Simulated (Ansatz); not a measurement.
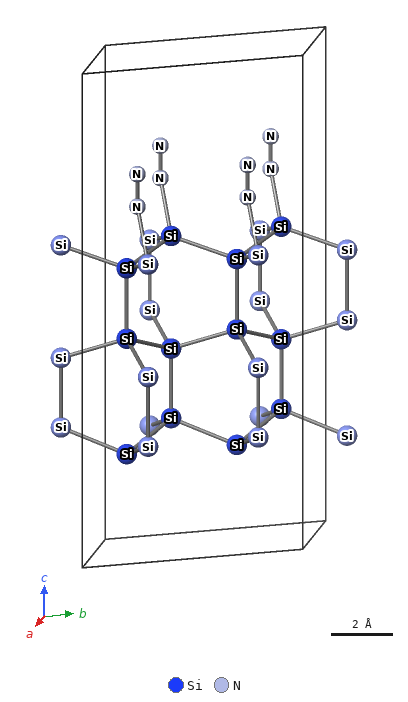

Fig. 1: The starting structure (ball-and-stick view of the 1 × 2 repeat of the cell, with the vacuum cut short, seen slightly off an axis; neighbours outside the cell are drawn fainter). An atom can appear more than once, as a periodic image. Near neighbours in the periodic cell (some may lie outside the picture): Si has 3 Si at 2.35 Å; Si has 4 Si at 2.31 to 2.39 Å; Si has 1 N at 2.03 Å and 3 Si at 2.31 Å; N has 1 N at 1.10 Å and 1 Si at 2.03 Å; N has 1 N at 1.10 Å.

# Run report: Si$_{3}$N, geometry relaxation (part 1 of 3)

- system: Si$_{3}$N (slab, 8 atoms in the cell)
- method: DFT PBEsol, scalar-relativistic, plane waves, PAW, no spin polarisation (Ansatz 0.2.0)

The structure derives from a Materials Project entry. The input holds or restrains some coordinates. Forces given for the steps count only the free coordinates. It belongs to a series of runs on one base structure; here: N2 put at a bridge Si-Si site.

## Input file
```yaml
crystal:
  lattice:
    - [3.8248883482, 0.0, 0.0]
    - [-1.9124441741, 3.3124504762, 0.0]
    - [0.0, 0.0, 27.2211317575]
  atoms:
    - { symbol: Si, position: [0.6666666667, 0.3333333333, 0.3122574063] }
    - { symbol: Si, position: [0.3333333333, 0.6666666667, 0.3415299163] }
    - { symbol: Si, position: [0.3333333333, 0.6666666667, 0.4284226885] }
    - { symbol: Si, position: [0.6666666667, 0.3333333333, 0.4564202391] }
    - { symbol: Si, position: [0.6666666667, 0.3333333333, 0.5443410684] }
    - { symbol: Si, position: [0.3333333333, 0.6666666667, 0.5689762176] }
    - { symbol: "N", position: [0.0, 0.5, 0.6314276988] }
    - { symbol: "N", position: [0.0, 0.5, 0.6718374808] }
basis:
  ecutwfc: 420
kpoints:
  mp_grid: { grid: [9, 9, 1] }
hamiltonian:
  xc: pbesol
scf:
  occupations: { method: gaussian, width: 0.05 }
output:
  forces: true
  eigenvalues: true
  write_density: true
  write_potential: true
  elf: true
  volumetric_format: npy
relax:
  adjacent_minimum: "off"
  f_tol: 0.03
  max_steps: 70
  constraints: [{ sites: [0, 1, 2] }]
efield:
  axis: 3
  dipole_correction: true
  ramp_width: 0.04
```

Machine: 1 thread of AMD EPYC (Zen 5), 64 GiB of memory available, shared host.

Launch command:
```bash
ansatz run input.yaml --threads 1 --pin off --max-ram 2560MiB --backend cpu --events-out ev --progress --plain --runs-dir out
```

## Output
```
Engine: ansatz 0.2.0, x86_64-unknown-linux-gnu
Pseudopotentials: kind: paw
Pseudopotential: Si, paw, valence charge 4, recommended cutoff 420 eV (normal), Si.paw.azcp
Pseudopotential: N, paw, valence charge 5, recommended cutoff 420 eV (normal), N.paw.azcp
Functional definition: PBEsol
  exchange = pbesol_x
  correlation = pbesol_c
Crystal: 8 atoms, lattice volume = 344.885 Å³
Basis set: ecut = 420 eV, 6739 PW (Γ), exchange–correlation on 54×54×384 points (8 copies of the dense FFT grid, shifted against one another)
Bands: 25, of which v1, the nominal top of the filled ones, is band 17 counted from 1 (16 counted from 0)
Symmetry: 2 space group operations
Space group: Cm (ITA 8), of the structure as read, at distance tolerance 7.0e-5 Å
k-points: 25 of 81 (time reversal used)
Non-local potential: Si, projectors of the file, l = 0: 2, l = 1: 2, l = 2: 2
Non-local potential: N, projectors of the file, l = 0: 2, l = 1: 2, l = 2: 1
PAW form: soft (Blöchl's): semilocal exchange-correlation on the pseudo side does not see the compensation charge
PAW frozen core: Si, regenerated for the run's functional, and the local potential with it (the file was generated under x = pbe(κ = 0.804, μ = 0.2195149727645171), c = pbe(β = 0.06672455060314922))
PAW frozen core: N, regenerated for the run's functional, and the local potential with it (the file was generated under x = pbe(κ = 0.804, μ = 0.2195149727645171), c = pbe(β = 0.06672455060314922))
PAW one-centre angular grid: Si, 110 points (default); XC on 64 Gauss nodes
PAW one-centre angular grid: N, 110 points (default); XC on 64 Gauss nodes
Initial density: superposition of atomic densities (neutral atoms: chi_scale 0, normalization atom), corrected by the library's trained network
Initial wavefunctions: pseudopotential atomic-orbital guess
Functional: x = pbesol(κ = 0.804, μ = 0.12345679012345678), c = pbesol(β = 0.046)
SCF iter   1: F=—  HF=-4482.642742 eV  |F-HF|=—  |Δ(HF+E_count)|=         —  Δρ=8.27e-3  dr2=1.85e0  ethr=1.77e-3  p=-0.052 e·Å  D=-2.73e-2 V/Å  ΔV_dip=0.74 eV  dr2_dipole=7.84e-1  V_vac-E_F(+/−)=5.79/5.04 eV  ⟨swp⟩=9.6  Hψ=4390  notcnv=0  defer=8
efield: sawtooth ramp at fractional position 0.9720 (placed from the atoms, in the widest stretch of the axis that holds none; the zero of the levels goes with the place), width 0.0400; the density the first Hamiltonian is built on has a dipole p = -0.052 e·Å; the dipole correction subtracts the counter field D = -2.73e-2 V/Å, which shifts the + side's vacuum level by +0.74 eV against the − side's; the planar-averaged density in the ramp window peaks in size at 1.5e-5 e/Å³
preconditioner: auto → LDOS  [metal: Δε(μ)=0.014 eV  Ē_g=8.139 eV  σ=0.050 eV  W_gap=0.15  n_scr=16 (ndim 8)  ℏωp=11.3 eV  f_vac=0.519  D(μ)=5.01/eV (n_scr^D=14)  β→1.0]
SCF iter   2: F=—  HF=-4482.484204 eV  |F-HF|=—  |Δ(HF+E_count)|=   1.59e-1  Δρ=4.22e-3  dr2=3.50e-1  ethr=1.77e-3  p=0.011 e·Å  D=5.85e-3 V/Å  ΔV_dip=-0.16 eV  dr2_dipole=4.72e-2  V_vac-E_F(+/−)=4.89/5.04 eV  ⟨swp⟩=2.8  Hψ=1002  notcnv=0  defer=49
SCF iter   3: F=—  HF=-4482.477188 eV  |F-HF|=—  |Δ(HF+E_count)|=   7.02e-3  Δρ=1.67e-3  dr2=5.31e-2  ethr=1.03e-3  p=0.019 e·Å  D=1.02e-2 V/Å  ΔV_dip=-0.28 eV  dr2_dipole=4.57e-4  V_vac-E_F(+/−)=4.70/4.98 eV  ⟨swp⟩=1.8  Hψ=735  notcnv=0  defer=60
SCF iter   4: F=—  HF=-4482.476560 eV  |F-HF|=—  |Δ(HF+E_count)|=   6.27e-4  Δρ=1.29e-3  dr2=3.07e-2  ethr=1.56e-4  p=0.022 e·Å  D=1.16e-2 V/Å  ΔV_dip=-0.32 eV  dr2_dipole=1.27e-2  V_vac-E_F(+/−)=4.59/4.91 eV  ⟨swp⟩=3.5  Hψ=1091  notcnv=0  defer=63
SCF iter   5: F=—  HF=-4482.475050 eV  |F-HF|=—  |Δ(HF+E_count)|=   1.51e-3  Δρ=3.77e-4  dr2=2.50e-3  ethr=9.03e-5  p=0.021 e·Å  D=1.13e-2 V/Å  ΔV_dip=-0.31 eV  dr2_dipole=1.25e-3  V_vac-E_F(+/−)=4.58/4.89 eV  ⟨swp⟩=1.0  Hψ=783  notcnv=0  defer=63
SCF iter   6: F=—  HF=-4482.475009 eV  |F-HF|=—  |Δ(HF+E_count)|=   4.07e-5  Δρ=2.34e-4  dr2=5.00e-4  ethr=7.34e-6  p=0.019 e·Å  D=1.00e-2 V/Å  ΔV_dip=-0.27 eV  dr2_dipole=5.26e-7  V_vac-E_F(+/−)=4.59/4.87 eV  ⟨swp⟩=2.2  Hψ=797  notcnv=0  defer=63
SCF iter   7: F=—  HF=-4482.474981 eV  |F-HF|=—  |Δ(HF+E_count)|=   2.81e-5  Δρ=5.66e-5  dr2=5.78e-5  ethr=1.47e-6  p=0.019 e·Å  D=9.83e-3 V/Å  ΔV_dip=-0.27 eV  dr2_dipole=5.67e-6  V_vac-E_F(+/−)=4.59/4.85 eV  ⟨swp⟩=2.1  Hψ=849  notcnv=0  defer=63
SCF iter   8: F=-4482.474974 eV  HF=-4482.474977 eV  |F-HF|=2.90e-6  |Δ(HF+E_count)|=   4.25e-6  Δρ=2.22e-5  dr2=3.56e-6  ethr=6.62e-8  p=0.018 e·Å  D=9.42e-3 V/Å  ΔV_dip=-0.26 eV  dr2_dipole=9.24e-7  V_vac-E_F(+/−)=4.59/4.84 eV  ⟨swp⟩=22.8  Hψ=7181  notcnv=0
SCF 1 converged in 8 iterations: F = -4482.474974 eV  dr2 = 3.56e-6
  Residual-converged pass: ⟨swp⟩=1.1  Hψ=727  notcnv=0  max |occ|·‖R‖ = 7.0e-9 eV (tolerance 1.0e-8 eV)  dr2=3.56e-6  dr2_onsite=6.12e-8  max |Δocc| = 1.1e-12
  greatest PAW one-centre occupation: 0.853 electrons in one spin orbital (limit 2), on the N atom at site 7 (counted from 0), in its partial waves of l = 0
relax step   1: F+E_penalty+E_count = -4482.47497424 eV  Δ(F+E_penalty+E_count) = +0.000e0 eV  max|allowed force component| = 3.969e0 eV/Å  Δτ_max = 0.0000 Å  (8 SCF iters, dr2 threshold 2.25e-5 eV, accepted)
Initial density: handed on by an earlier stage of this run
Initial wavefunctions: those handed on with the density
iter 1 solved again at ethr=9.80e-4 eV; its pass at ethr=3.10e-3 eV (dr2=3.33e-1 eV) is discarded
SCF iter   1: F=—  HF=-4482.836212 eV  |F-HF|=—  |Δ(HF+E_count)|=         —  Δρ=1.90e-2  dr2=3.43e-1  ethr=9.80e-4  p=0.018 e·Å  D=9.42e-3 V/Å  ΔV_dip=-0.26 eV  dr2_dipole=2.94e-4  V_vac-E_F(+/−)=4.57/4.83 eV  ⟨swp⟩=1.1  Hψ=3186  notcnv=0  defer=33
efield: sawtooth ramp at fractional position 0.9720 (handed on by an earlier solve), width 0.0400; the density the first Hamiltonian is built on has a dipole p = 0.018 e·Å; the dipole correction subtracts the counter field D = 9.42e-3 V/Å, which shifts the + side's vacuum level by -0.26 eV against the − side's; the planar-averaged density in the ramp window peaks in size at 1.0e-7 e/Å³
preconditioner: auto → LDOS  [metal: Δε(μ)=0.024 eV  Ē_g=8.064 eV  σ=0.050 eV  W_gap=0.27  n_scr=16 (ndim 8)  ℏωp=11.3 eV  f_vac=0.515  D(μ)=5.33/eV (n_scr^D=14)  β→1.0]
SCF iter   2: F=—  HF=-4482.778439 eV  |F-HF|=—  |Δ(HF+E_count)|=   5.78e-2  Δρ=6.65e-3  dr2=1.22e-1  ethr=9.80e-4  p=0.002 e·Å  D=9.09e-4 V/Å  ΔV_dip=-0.02 eV  dr2_dipole=1.38e-3  V_vac-E_F(+/−)=4.81/4.84 eV  ⟨swp⟩=2.4  Hψ=1134  notcnv=0  defer=33
SCF iter   3: F=—  HF=-4482.752653 eV  |F-HF|=—  |Δ(HF+E_count)|=   2.58e-2  Δρ=1.38e-3  dr2=4.17e-3  ethr=3.59e-4  p=0.007 e·Å  D=3.77e-3 V/Å  ΔV_dip=-0.10 eV  dr2_dipole=4.22e-5  V_vac-E_F(+/−)=4.73/4.84 eV  ⟨swp⟩=2.0  Hψ=1178  notcnv=0  defer=60
SCF iter   4: F=—  HF=-4482.752845 eV  |F-HF|=—  |Δ(HF+E_count)|=   1.91e-4  Δρ=4.94e-4  dr2=1.70e-3  ethr=1.23e-5  p=0.007 e·Å  D=3.78e-3 V/Å  ΔV_dip=-0.10 eV  dr2_dipole=4.36e-6  V_vac-E_F(+/−)=4.74/4.84 eV  ⟨swp⟩=2.0  Hψ=1063  notcnv=0  defer=61
SCF iter   5: F=—  HF=-4482.752847 eV  |F-HF|=—  |Δ(HF+E_count)|=   1.94e-6  Δρ=2.42e-4  dr2=4.62e-4  ethr=4.99e-6  p=0.008 e·Å  D=4.14e-3 V/Å  ΔV_dip=-0.11 eV  dr2_dipole=1.98e-6  V_vac-E_F(+/−)=4.73/4.84 eV  ⟨swp⟩=1.1  Hψ=587  notcnv=0  defer=61
SCF iter   6: F=-4482.752826 eV  HF=-4482.752867 eV  |F-HF|=4.13e-5  |Δ(HF+E_count)|=   2.08e-5  Δρ=7.73e-5  dr2=5.31e-5  ethr=2.94e-7  p=0.008 e·Å  D=4.41e-3 V/Å  ΔV_dip=-0.12 eV  dr2_dipole=4.38e-7  V_vac-E_F(+/−)=4.72/4.84 eV  ⟨swp⟩=19.6  Hψ=6876  notcnv=0
SCF 2 converged in 6 iterations: F = -4482.752826 eV  dr2 = 5.31e-5
  greatest PAW one-centre occupation: 0.851 electrons in one spin orbital (limit 2), on the N atom at site 7 (counted from 0), in its partial waves of l = 0
relax step   2: F+E_penalty+E_count = -4482.75282610 eV  Δ(F+E_penalty+E_count) = -2.779e-1 eV  max|allowed force component| = 1.156e0 eV/Å  Δτ_max = 0.1944 Å  (6 SCF iters, dr2 threshold 1.00e-4 eV, accepted)
[... from here on the SCF iterations and repeated set-up lines of each step are left out, up to the last step ...]
SCF 3 converged in 7 iterations: F = -4482.847332 eV  dr2 = 1.52e-5
relax step   3: F+E_penalty+E_count = -4482.84733208 eV  Δ(F+E_penalty+E_count) = -9.451e-2 eV  max|allowed force component| = 1.417e0 eV/Å  Δτ_max = 0.1949 Å  (7 SCF iters, dr2 threshold 8.36e-5 eV, accepted)
SCF 4 converged in 7 iterations: F = -4482.960319 eV  dr2 = 2.38e-5
relax step   4: F+E_penalty+E_count = -4482.96031863 eV  Δ(F+E_penalty+E_count) = -1.130e-1 eV  max|allowed force component| = 1.710e0 eV/Å  Δτ_max = 0.2000 Å  (7 SCF iters, dr2 threshold 1.00e-4 eV, accepted)
SCF 5 converged in 6 iterations: F = -4483.087721 eV  dr2 = 4.76e-5
relax step   5: F+E_penalty+E_count = -4483.08772112 eV  Δ(F+E_penalty+E_count) = -1.274e-1 eV  max|allowed force component| = 2.324e0 eV/Å  Δτ_max = 0.1941 Å  (6 SCF iters, dr2 threshold 1.00e-4 eV, accepted)
SCF 6 converged in 6 iterations: F = -4483.189982 eV  dr2 = 1.33e-5
relax step   6: F+E_penalty+E_count = -4483.18998207 eV  Δ(F+E_penalty+E_count) = -1.023e-1 eV  max|allowed force component| = 1.956e0 eV/Å  Δτ_max = 0.2000 Å  (6 SCF iters, dr2 threshold 1.00e-4 eV, accepted)
SCF 7 converged in 7 iterations: F = -4483.259319 eV  dr2 = 4.48e-6
relax step   7: F+E_penalty+E_count = -4483.25931865 eV  Δ(F+E_penalty+E_count) = -6.934e-2 eV  max|allowed force component| = 6.310e-1 eV/Å  Δτ_max = 0.2000 Å  (7 SCF iters, dr2 threshold 1.00e-4 eV, accepted)
SCF 8 converged in 7 iterations: F = -4483.295561 eV  dr2 = 3.00e-6
relax step   8: F+E_penalty+E_count = -4483.29556129 eV  Δ(F+E_penalty+E_count) = -3.624e-2 eV  max|allowed force component| = 4.305e-1 eV/Å  Δτ_max = 0.2000 Å  (7 SCF iters, dr2 threshold 4.14e-5 eV, accepted)
SCF 9 converged in 7 iterations: F = -4483.312640 eV  dr2 = 1.24e-6
relax step   9: F+E_penalty+E_count = -4483.31264013 eV  Δ(F+E_penalty+E_count) = -1.708e-2 eV  max|allowed force component| = 2.643e-1 eV/Å  Δτ_max = 0.1841 Å  (7 SCF iters, dr2 threshold 1.93e-5 eV, accepted)
SCF 10 converged in 6 iterations: F = -4483.319743 eV  dr2 = 1.68e-5
relax step  10: F+E_penalty+E_count = -4483.31974301 eV  Δ(F+E_penalty+E_count) = -7.103e-3 eV  max|allowed force component| = 3.188e-2 eV/Å  Δτ_max = 0.1485 Å  (6 SCF iters, dr2 threshold 2.63e-5 eV, accepted)
SCF 11 converged in 5 iterations: F = -4483.319766 eV  dr2 = 2.92e-8
relax step  11: F+E_penalty+E_count = -4483.31976577 eV  Δ(F+E_penalty+E_count) = -2.276e-5 eV  max|allowed force component| = 3.382e-2 eV/Å  Δτ_max = 0.0000 Å  (5 SCF iters, accepted)
SCF 12 converged in 9 iterations: F = -4483.323830 eV  dr2 = 2.08e-8
relax step  12: F+E_penalty+E_count = -4483.32382968 eV  Δ(F+E_penalty+E_count) = -4.064e-3 eV  max|allowed force component| = 6.080e-2 eV/Å  Δτ_max = 0.1848 Å  (9 SCF iters, accepted)
SCF 13 converged in 8 iterations: F = -4483.325001 eV  dr2 = 1.19e-8
relax step  13: F+E_penalty+E_count = -4483.32500054 eV  Δ(F+E_penalty+E_count) = -1.171e-3 eV  max|allowed force component| = 1.407e-1 eV/Å  Δτ_max = 0.1384 Å  (8 SCF iters, dr2 threshold 3.70e-6 eV, accepted)
SCF 14 converged in 6 iterations: F = -4483.325293 eV  dr2 = 2.23e-6
relax step  14: F+E_penalty+E_count = -4483.32529333 eV  Δ(F+E_penalty+E_count) = -2.928e-4 eV  max|allowed force component| = 1.071e-1 eV/Å  Δτ_max = 0.0605 Å  (6 SCF iters, dr2 threshold 1.98e-5 eV, accepted)
SCF 15 converged in 7 iterations: F = -4483.325482 eV  dr2 = 1.86e-7
relax step  15: F+E_penalty+E_count = -4483.32548184 eV  Δ(F+E_penalty+E_count) = -1.885e-4 eV  max|allowed force component| = 3.309e-2 eV/Å  Δτ_max = 0.0648 Å  (7 SCF iters, dr2 threshold 6.64e-6 eV, accepted)
```
